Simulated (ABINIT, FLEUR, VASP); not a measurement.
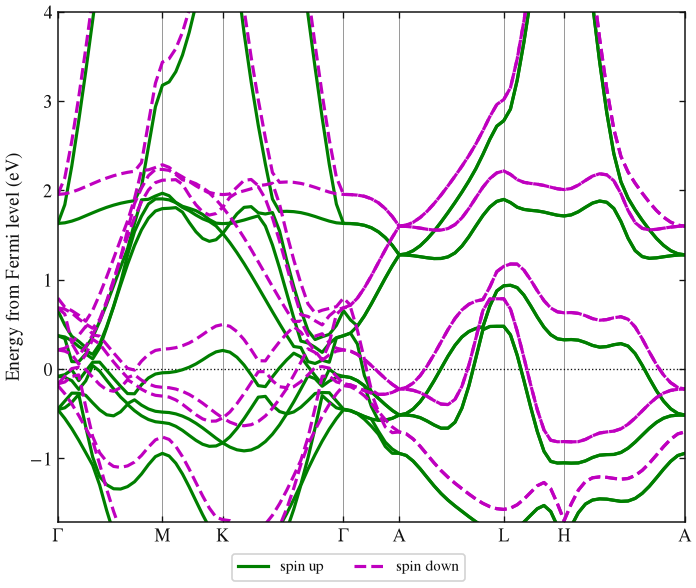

Band structure. Energies are counted from the Fermi level. The path runs straight from each named point to the next.

Which system does the plot belong to?
A. hcp Cr, space group P6_3/mmc (No. 194), 2 atoms in the cell (a = 2.714 Å, c = 4.410 Å (hexagonal axes)); LDA
B. zincblende BAs, space group F-43m (No. 216), 2 atoms in the primitive cell (cubic a = 4.777 Å); LDA
C. rocksalt NaF, space group Fm-3m (No. 225), 2 atoms in the primitive cell (cubic a = 4.628 Å); PBEsol

Answer. A. A metal: bands cross the Fermi level along this path. At K the nearest levels lie 0.55 eV below and 0.21 eV above the Fermi level. A hexagonal (primitive) lattice: the path Γ–M–K–Γ–A–L–H–A runs through the special points of its Brillouin zone.

Level of theory: LDA, JTH PAW PBE v2.0, collinear spin, ferromagnetic start, no spin-orbit coupling, 9×9×5 k mesh, 762 eV cutoff, Fermi-Dirac smearing of 0.05 eV; code ABINIT 10.8.3 (patched build).

The run ends ferromagnetic, with 0.75 μB a cell. The PAW data sets were made with another functional. The magnetic state is the one that this start led to; another may lie lower. The k mesh is thin for a metal, so its Fermi level is uncertain. The cell is at −38 GPa in this functional. This isn't the form of Cr at room conditions, which is bcc. Bands are joined in order of energy, so crossings between the computed points show as kinks or gaps.
